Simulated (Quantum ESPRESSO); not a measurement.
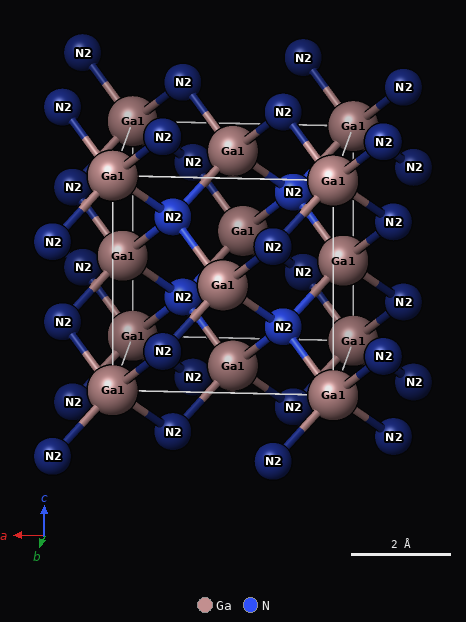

The structure as given in the input (ball-and-stick view of the cell 4 times as large as that of the calculation, set on its symmetry axes, seen at an oblique angle; neighbours outside the cell are drawn fainter; atoms are numbered from 1 in the order of the input). Near neighbours in the crystal (not all of them lie inside the picture): Ga has 4 N at 1.95 Å; N has 4 Ga at 1.95 Å.

# Band-structure run of GaN (part 1 of 2)

- system: GaN (F-43m, 2 atoms in the cell)
- method: Kohn-Sham DFT of a periodic cell, LDA, GBRV 1.5 LDA, no spin polarisation (Quantum ESPRESSO 7.5)

The structure derives from a Materials Project entry.

### The program's output
```
This program is part of the open-source Quantum ESPRESSO suite
     for quantum simulation of materials; please cite
         "P. Giannozzi et al., J. Phys.:Condens. Matter 21 395502 (2009);
         "P. Giannozzi et al., J. Phys.:Condens. Matter 29 465901 (2017);
         "P. Giannozzi et al., J. Chem. Phys. 152 154105 (2020);
          URL
     in publications or presentations arising from this work. More details at

     Message from routine setup:
     using ibrav=0 with symmetry is DISCOURAGED, use correct ibrav instead

     G-vector sticks info
     --------------------
     sticks:   dense  smooth     PW     G-vecs:    dense   smooth      PW
     Sum         913     439    151                17933     6231    1211

     Using Slab Decomposition

     bravais-lattice index     =            0
     lattice parameter (alat)  =       6.0224  a.u.
     unit-cell volume          =     154.4542 (a.u.)^3
     number of atoms/cell      =            2
     number of atomic types    =            2
     number of electrons       =        24.00
     number of Kohn-Sham states=           19
     kinetic-energy cutoff     =      45.0000  Ry
     charge density cutoff     =     360.0000  Ry
     scf convergence threshold =      4.0E-10
     mixing beta               =       0.5000
     number of iterations used =            8  plain     mixing
     Exchange-correlation= SLA  PZ   NOGX NOGC
                           (   1   1   0   0   0   0   0)

     celldm(1)=   6.022427  celldm(2)=   0.000000  celldm(3)=   0.000000
     celldm(4)=   0.000000  celldm(5)=   0.000000  celldm(6)=   0.000000

     crystal axes: (cart. coord. in units of alat)
               a(1) = (   0.000000   0.707107   0.707107 )
               a(2) = (   0.707107   0.000000   0.707107 )
               a(3) = (   0.707107   0.707107   0.000000 )

     reciprocal axes: (cart. coord. in units 2 pi/alat)
               b(1) = ( -0.707107  0.707107  0.707107 )
               b(2) = (  0.707107 -0.707107  0.707107 )
               b(3) = (  0.707107  0.707107 -0.707107 )

     PseudoPot. # 1 for Ga read from file:
     ga_lda_v1.4.uspp.F.UPF
     Pseudo is Ultrasoft + core correction, Zval = 19.0
     Generated by new atomic code, or converted to UPF format
     Using radial grid of  871 points,  6 beta functions with:
                l(1) =   0
                l(2) =   0
                l(3) =   1
                l(4) =   1
                l(5) =   2
                l(6) =   2
     Q(r) pseudized with  8 coefficients,  rinner =    1.250   1.250   1.250
                                                       1.250   1.250

     PseudoPot. # 2 for N  read from file:
     n_lda_v1.2.uspp.F.UPF
     Pseudo is Ultrasoft + core correction, Zval =  5.0
     Generated by new atomic code, or converted to UPF format
     Using radial grid of  729 points,  4 beta functions with:
                l(1) =   0
                l(2) =   0
                l(3) =   1
                l(4) =   1
     Q(r) pseudized with  8 coefficients,  rinner =    0.900   0.900   0.900

     atomic species   valence    mass     pseudopotential
     Ga               19.00    69.72300     Ga( 1.00)
     N                 5.00    14.00700     N ( 1.00)

     24 Sym. Ops. (no inversion) found

   Cartesian axes

     site n.     atom                  positions (alat units)
         1        Ga     tau(   1) = (   0.0000000   0.0000000   0.0000000  )
         2        N      tau(   2) = (   0.3535534   0.3535534   0.3535534  )

     number of k points=    47  Fermi-Dirac smearing, width (Ry)=  0.0037
                       cart. coord. in units 2pi/alat
        k(    1) = (   0.0000000   0.0000000   0.0000000), wk =   0.0020000
        k(    2) = (   0.0707107   0.0707107  -0.0707107), wk =   0.0160000
        k(    3) = (   0.1414214   0.1414214  -0.1414214), wk =   0.0160000
        k(    4) = (   0.2121320   0.2121320  -0.2121320), wk =   0.0160000
        k(    5) = (   0.2828427   0.2828427  -0.2828427), wk =   0.0160000
        k(    6) = (  -0.3535534  -0.3535534   0.3535534), wk =   0.0080000
        k(    7) = (   0.1414214  -0.0000000   0.0000000), wk =   0.0120000
        k(    8) = (   0.2121320   0.0707107  -0.0707107), wk =   0.0480000
        k(    9) = (   0.2828427   0.1414214  -0.1414214), wk =   0.0480000
        k(   10) = (   0.3535534   0.2121320  -0.2121320), wk =   0.0480000
        k(   11) = (  -0.2828427  -0.4242641   0.4242641), wk =   0.0480000
        k(   12) = (  -0.2121320  -0.3535534   0.3535534), wk =   0.0480000
        k(   13) = (  -0.1414214  -0.2828427   0.2828427), wk =   0.0480000
        k(   14) = (  -0.0707107  -0.2121320   0.2121320), wk =   0.0480000
        k(   15) = (   0.0000000  -0.1414214   0.1414214), wk =   0.0240000
        k(   16) = (   0.2828427  -0.0000000   0.0000000), wk =   0.0120000
        k(   17) = (   0.3535534   0.0707107  -0.0707107), wk =   0.0480000
        k(   18) = (   0.4242641   0.1414214  -0.1414214), wk =   0.0480000
        k(   19) = (  -0.2121320  -0.4949747   0.4949747), wk =   0.0480000
        k(   20) = (  -0.1414214  -0.4242641   0.4242641), wk =   0.0480000
        k(   21) = (  -0.0707107  -0.3535534   0.3535534), wk =   0.0480000
        k(   22) = (   0.0000000  -0.2828427   0.2828427), wk =   0.0240000
        k(   23) = (   0.4242641   0.0000000  -0.0000000), wk =   0.0120000
        k(   24) = (   0.4949747   0.0707107  -0.0707107), wk =   0.0480000
        k(   25) = (  -0.1414214  -0.5656854   0.5656854), wk =   0.0480000
        k(   26) = (  -0.0707107  -0.4949747   0.4949747), wk =   0.0480000
        k(   27) = (  -0.0000000  -0.4242641   0.4242641), wk =   0.0240000
        k(   28) = (   0.5656854  -0.0000000   0.0000000), wk =   0.0120000
        k(   29) = (  -0.0707107  -0.6363961   0.6363961), wk =   0.0480000
        k(   30) = (   0.0000000  -0.5656854   0.5656854), wk =   0.0240000
        k(   31) = (  -0.7071068   0.0000000   0.0000000), wk =   0.0060000
        k(   32) = (   0.2828427   0.1414214   0.0000000), wk =   0.0480000
        k(   33) = (   0.3535534   0.2121320  -0.0707107), wk =   0.0960000
        k(   34) = (  -0.2828427  -0.4242641   0.5656854), wk =   0.0960000
        k(   35) = (  -0.2121320  -0.3535534   0.4949747), wk =   0.0480000
        k(   36) = (   0.4242641   0.1414214  -0.0000000), wk =   0.0480000
        k(   37) = (  -0.2121320  -0.4949747   0.6363961), wk =   0.0960000
        k(   38) = (  -0.1414214  -0.4242641   0.5656854), wk =   0.0960000
        k(   39) = (  -0.0707107  -0.3535534   0.4949747), wk =   0.0960000
        k(   40) = (   0.0000000  -0.2828427   0.4242641), wk =   0.0480000
        k(   41) = (  -0.1414214  -0.5656854   0.7071068), wk =   0.0480000
        k(   42) = (  -0.0707107  -0.4949747   0.6363961), wk =   0.0960000
        k(   43) = (  -0.0000000  -0.4242641   0.5656854), wk =   0.0480000
        k(   44) = (  -0.7071068   0.1414214   0.0000000), wk =   0.0240000
        k(   45) = (  -0.1414214  -0.4242641   0.7071068), wk =   0.0480000
        k(   46) = (  -0.0707107  -0.3535534   0.6363961), wk =   0.0480000
        k(   47) = (  -0.7071068   0.2828427   0.0000000), wk =   0.0240000

     Dense  grid:    17933 G-vectors     FFT dimensions: (  40,  40,  40)

     Smooth grid:     6231 G-vectors     FFT dimensions: (  25,  25,  25)

     Initial potential from superposition of free atoms

     starting charge      23.0000, renormalised to      24.0000
     Starting wfcs are   16 randomized atomic wfcs +    3 random wfcs

     Self-consistent Calculation

     iteration #  1     ecut=    45.00 Ry     beta= 0.50
     Davidson diagonalization with overlap
     ethr =  1.00E-02,  avg # of iterations =  5.6

     total energy              =    -432.52952710 Ry
     estimated scf accuracy    <       5.66823886 Ry

     iteration #  2     ecut=    45.00 Ry     beta= 0.50
     Davidson diagonalization with overlap
     ethr =  1.00E-02,  avg # of iterations =  2.0

     total energy              =    -434.98565921 Ry
     estimated scf accuracy    <       1.81743313 Ry

     iteration #  3     ecut=    45.00 Ry     beta= 0.50
     Davidson diagonalization with overlap
     ethr =  7.57E-03,  avg # of iterations =  1.5

     total energy              =    -435.21500028 Ry
     estimated scf accuracy    <       0.09966472 Ry

     iteration #  4     ecut=    45.00 Ry     beta= 0.50
     Davidson diagonalization with overlap
     ethr =  4.15E-04,  avg # of iterations =  1.6

     total energy              =    -435.20694676 Ry
     estimated scf accuracy    <       0.02340842 Ry

     iteration #  5     ecut=    45.00 Ry     beta= 0.50
     Davidson diagonalization with overlap
     ethr =  9.75E-05,  avg # of iterations =  2.3

     total energy              =    -435.21382830 Ry
     estimated scf accuracy    <       0.00228548 Ry

     iteration #  6     ecut=    45.00 Ry     beta= 0.50
     Davidson diagonalization with overlap
     ethr =  9.52E-06,  avg # of iterations =  2.8

     total energy              =    -435.21435730 Ry
     estimated scf accuracy    <       0.00000387 Ry

     iteration #  7     ecut=    45.00 Ry     beta= 0.50
     Davidson diagonalization with overlap
     ethr =  1.61E-08,  avg # of iterations =  5.0

     total energy              =    -435.21437853 Ry
     estimated scf accuracy    <       0.00000146 Ry

     iteration #  8     ecut=    45.00 Ry     beta= 0.50
     Davidson diagonalization with overlap
     ethr =  6.09E-09,  avg # of iterations =  2.0

     total energy              =    -435.21437883 Ry
     estimated scf accuracy    <       0.00000002 Ry

     iteration #  9     ecut=    45.00 Ry     beta= 0.50
     Davidson diagonalization with overlap
     ethr =  7.72E-11,  avg # of iterations =  3.9

     total energy              =    -435.21437883 Ry
     estimated scf accuracy    <          3.3E-09 Ry

     iteration # 10     ecut=    45.00 Ry     beta= 0.50
     Davidson diagonalization with overlap
     ethr =  1.36E-11,  avg # of iterations =  2.0

     End of self-consistent calculation

          k = 0.0000 0.0000 0.0000 (   749 PWs)   bands (ev):

   -81.8534 -81.8534 -81.8534  -5.3417  -3.0362  -3.0362  -3.0362  -2.7128
    -2.7128  10.4690  10.4690  10.4690  12.2096  20.5867  20.5867  20.5867
    27.7499  29.1021  29.1022

          k = 0.0707 0.0707-0.0707 (   791 PWs)   bands (ev):

   -81.8550 -81.8543 -81.8543  -5.2289  -3.0225  -3.0225  -2.9963  -2.7142
    -2.7142   9.3775  10.3605  10.3605  13.0469  20.0825  20.7511  20.7511
    27.7760  27.8138  27.8138

          k = 0.1414 0.1414-0.1414 (   794 PWs)   bands (ev):

   -81.8554 -81.8546 -81.8546  -4.9486  -2.9907  -2.9907  -2.8250  -2.7131
    -2.7131   7.5598  10.0942  10.0942  14.0962  19.3100  21.0188  21.0188
    26.6841  27.0556  27.0556

          k = 0.2121 0.2121-0.2121 (   790 PWs)   bands (ev):

   -81.8553 -81.8548 -81.8548  -4.6631  -2.9625  -2.9625  -2.6996  -2.6996
    -2.3983   5.6659   9.7938   9.7938  14.7404  18.9673  21.0025  21.0025
    25.9754  27.5295  27.5295

          k = 0.2828 0.2828-0.2828 (   790 PWs)   bands (ev):

   -81.8558 -81.8549 -81.8549  -4.5045  -2.9502  -2.9502  -2.6771  -2.6771
    -1.7398   4.0558   9.5692   9.5692  14.9639  19.0031  20.7830  20.7830
    25.8048  28.9023  28.9023

          k =-0.3536-0.3536 0.3536 (   778 PWs)   bands (ev):

   -81.8556 -81.8547 -81.8547  -4.4613  -2.9480  -2.9480  -2.6659  -2.6659
    -1.3477   3.3420   9.4871   9.4871  14.9989  19.0639  20.6712  20.6712
    25.8461  29.8811  29.8811

          k = 0.1414-0.0000 0.0000 (   797 PWs)   bands (ev):

   -81.8548 -81.8547 -81.8547  -5.1919  -3.0103  -3.0103  -2.9990  -2.7231
    -2.7054   9.3880  10.1479  10.1479  13.3141  19.7405  20.9143  20.9143
    25.7087  29.1977  29.7962

          k = 0.2121 0.0707-0.0707 (   797 PWs)   bands (ev):

   -81.8552 -81.8548 -81.8547  -4.9690  -2.9897  -2.9773  -2.8834  -2.7193
    -2.6981   8.0548   9.8077   9.9229  14.2142  19.0614  21.0238  21.2592
    24.6441  28.8568  28.9819

          k = 0.2828 0.1414-0.1414 (   795 PWs)   bands (ev):

   -81.8555 -81.8549 -81.8548  -4.6909  -2.9643  -2.9449  -2.7602  -2.6855
    -2.4862   6.2980   9.4864   9.5856  15.0075  18.7003  20.6577  21.4021
    25.0271  28.0257  28.9508

          k = 0.3536 0.2121-0.2121 (   789 PWs)   bands (ev):

   -81.8555 -81.8551 -81.8548  -4.5071  -2.9498  -2.9290  -2.7254  -2.6690
    -1.8772   4.6246   9.2031   9.2958  15.4279  18.5635  20.5003  21.2390
    25.9150  28.0429  29.7957

          k =-0.2828-0.4243 0.4243 (   791 PWs)   bands (ev):

   -81.8557 -81.8552 -81.8550  -4.4392  -2.9464  -2.9266  -2.6941  -2.6649
    -1.3196   3.5672   8.9096   9.2897  15.5758  18.4622  20.6301  21.0285
    26.4645  28.9271  30.1124

          k =-0.2121-0.3536 0.3536 (   791 PWs)   bands (ev):

   -81.8557 -81.8552 -81.8549  -4.4523  -2.9455  -2.9303  -2.6837  -2.6832
    -1.4544   3.8068   8.7919   9.4657  15.5901  18.5224  20.5734  20.9869
    26.6892  28.5619  29.6100

          k =-0.1414-0.2828 0.2828 (   790 PWs)   bands (ev):

   -81.8556 -81.8549 -81.8549  -4.5559  -2.9490  -2.9429  -2.7132  -2.6972
    -2.0946   5.1460   8.8948   9.7704  15.4018  18.7327  20.4271  21.1237
    26.7786  26.7814  29.3287

          k =-0.0707-0.2121 0.2121 (   799 PWs)   bands (ev):

   -81.8555 -81.8549 -81.8549  -4.7819  -2.9719  -2.9662  -2.7423  -2.7288
    -2.6043   6.8670   9.2297  10.1052  14.8080  19.0289  20.6093  21.1827
    25.8592  26.7128  29.1444

          k = 0.0000-0.1414 0.1414 (   797 PWs)   bands (ev):

   -81.8550 -81.8548 -81.8546  -5.0604  -3.0062  -2.9958  -2.9185  -2.7250
    -2.7021   8.4375   9.7914  10.3404  13.8509  19.5442  20.8676  20.9371
    26.2952  26.7961  29.2049

          k = 0.2828-0.0000 0.0000 (   801 PWs)   bands (ev):

   -81.8552 -81.8550 -81.8550  -4.8288  -2.9393  -2.9393  -2.8818  -2.6860
    -2.6809   7.8256   9.3876   9.3876  14.6772  18.2402  21.7521  21.7521
    22.7926  31.0899  31.7860

          k = 0.3536 0.0707-0.0707 (   804 PWs)   bands (ev):

   -81.8557 -81.8552 -81.8552  -4.6182  -2.9216  -2.8984  -2.8327  -2.6733
    -2.4260   6.6813   8.9444   9.0082  15.1938  17.8585  21.0159  22.1320
    23.3350  30.8238  31.0188

          k = 0.4243 0.1414-0.1414 (   797 PWs)   bands (ev):

   -81.8557 -81.8552 -81.8552  -4.4593  -2.9233  -2.8748  -2.7975  -2.6607
    -1.8618   5.2704   8.3542   8.7960  15.6754  17.9427  20.3895  22.1536
    24.4591  30.5335  31.1291
```
